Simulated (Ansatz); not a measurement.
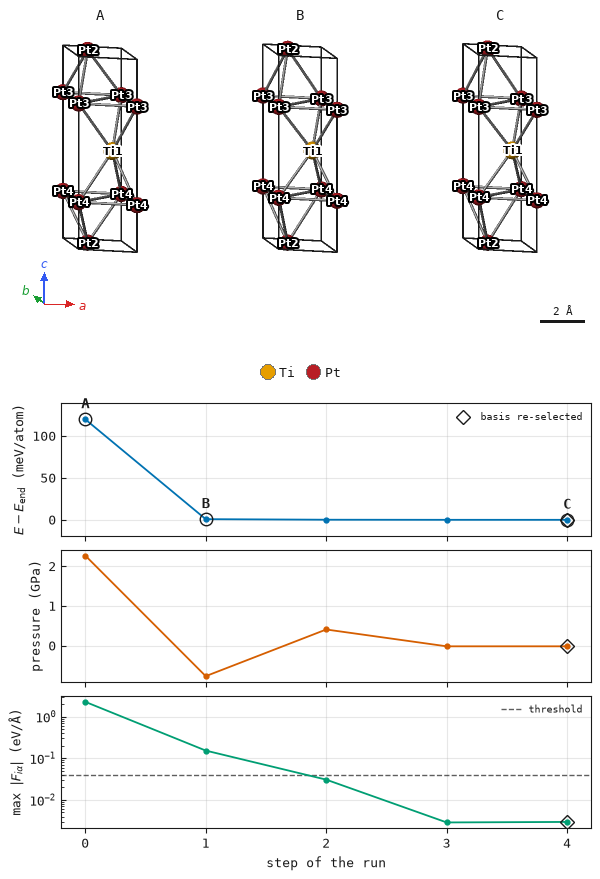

Frames of a relaxation of solid TiPt₃ (a generated structure, set up in P-6m2) (coarse preliminary run), marked on the history of the run. The picture is a ball-and-stick view of the cell of the calculation, seen slightly off an axis.

The calculation used Ansatz 0.2.0, DFT PBE, scalar-relativistic, plane waves, PAW.

Input file:
```yaml
crystal:
  lattice:
    - [2.80916634, 0.0, 0.0]
    - [-1.40458317, 2.43280941, 0.0]
    - [0.0, 0.0, 9.13661535]
  atoms:
    - { symbol: Ti, position: [0.66666667, 0.33333333, 0.5] }
    - { symbol: Pt, position: [0.33333333, 0.66666667, 0.0] }
    - { symbol: Pt, position: [0.0, 0.0, 0.75601] }
    - { symbol: Pt, position: [0.0, 0.0, 0.24399] }
basis:
  ecutwfc: 420
kpoints:
  mp_grid: { grid: [9, 9, 2] }
hamiltonian:
  xc: pbe
scf:
  occupations: { method: gaussian, width: 0.1 }
  lower_state_search: "off"
output:
  forces: true
  stress: true
  eigenvalues: true
relax:
  adjacent_minimum: "off"
  f_tol: 0.04
  max_steps: 70
  cell: { stress_tol: 0.4 }
```

Run as
```bash
ansatz run input.yaml --threads 1 --pin off --max-ram 2560MiB --backend cpu --events-out ev --progress --plain --runs-dir out
```

> What happens along the run?

Over 3 accepted moves (4 points after the start) the energy falls by 120 meV per atom. Largest force component: 2.3 eV/Å at the start, 0.003 eV/Å at the end. Pressure: 2.27 GPa at the start and −0.02 GPa at the end. The SCF was repeated once at an unchanged geometry on a basis and grid sized afresh for the cell, which shifted the energy by less than 0.05 meV per atom at most. The largest moves relative to the cell, 0.21 Å, are those of Pt3 and Pt4. Pt3 goes along −c. Ti stays in place. The drawn cell changes as follows: a = b 2.809 → 2.803 Å (−0.2 %), c 9.137 → 9.207 Å (+0.8 %); the volume changes by +0.3 %. Near-neighbour distances that change, for instance: Pt2–Pt3 2.757 → 2.942 Å, Ti1–Pt3 2.846 → 2.688 Å, Ti1–Ti1 2.809 → 2.803 Å, Pt2–Pt2 2.809 → 2.803 Å. The space group stays P-6m2 (No. 187). The run took 31 s on 1 thread of Intel(R) Xeon(R) Platinum 8488C (Sapphire Rapids), with other jobs on the host, peak memory 0.41 GiB. From step 0 to 1: Pt atoms move most (0.20 Å), volume +0.6 %, energy −119 meV per atom. From step 1 to 4: volume −0.3 %, energy −0.8 meV per atom.
